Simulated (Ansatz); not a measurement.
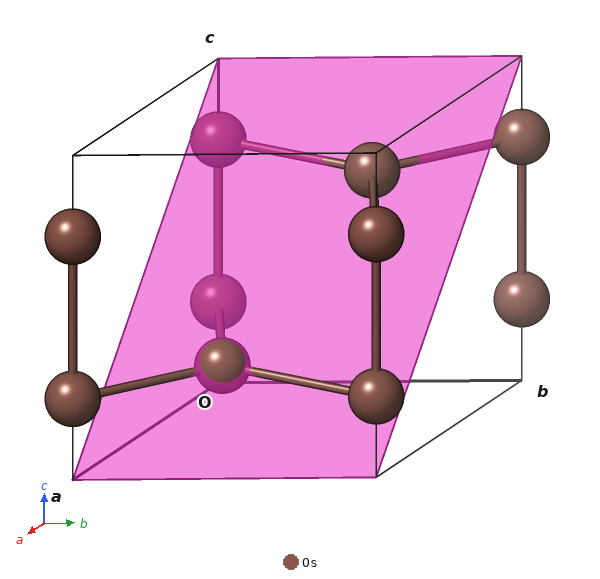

Every member of one family of equally spaced planes, hx + ky + lz = a whole number, that cuts the unit cell is shaded (one member passes through the origin O, touching the cell only at an edge or corner). Crystal: Os, coordinates from a relaxation with DFT PBEsol, scalar-relativistic, plane waves, PAW in Ansatz 0.2.0; the starting structure was generated, so it need not be a known form of this composition. All values are computed from the atomic coordinates in the standard setting (tolerance 0.002 Å).

a = 4.185 Å, b = 4.185 Å, c = 4.803 Å, α = 90.00°, β = 90.00°, γ = 120.00°.

### Index the planes.

(1 0 1), in four indices (1 0 −1 1); the opposite sign names the same planes. The member next to the origin meets the axes a at 1, b never, c at 1.

### What is the spacing?

d = 2.893 Å.

### Which atoms of the cell lie in these planes (within 0.03 Å)?

No atom.

### The space group is No. 194, P6_3/mmc. How many reflections hkl are equivalent to this one (itself included), and does it occur?

12 reflections are equivalent in the Laue class 6/mmm. The space group allows the reflection.
